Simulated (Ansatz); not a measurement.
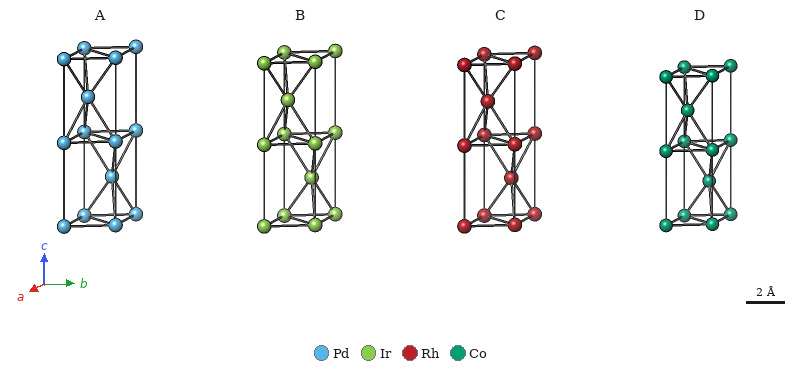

One structure type (space group P6_3/mmc for the parent) with different elements on its sites, each relaxed in cell and atoms to zero pressure (within 0.1 GPa). The picture is a ball-and-stick view of the cell of the calculation, seen slightly off an axis.

Theory: DFT r2SCAN, scalar-relativistic, plane waves, PAW in Ansatz 0.2.0. (plane-wave cutoff 500 eV; k-point mesh 18 × 18 × 6; occupations gaussian; smearing width 0.1 eV) Spin polarisation is switched on in some of the runs only.

### Give the formulas, and rank the crystals by volume per atom, smallest first.

D = Co (10.7 Å³), C = Rh (13.7 Å³), B = Ir (14.2 Å³), A = Pd (14.9 Å³).

### Which have a band gap?

Pd: metallic; Ir: metallic; Rh: metallic; Co: metallic.
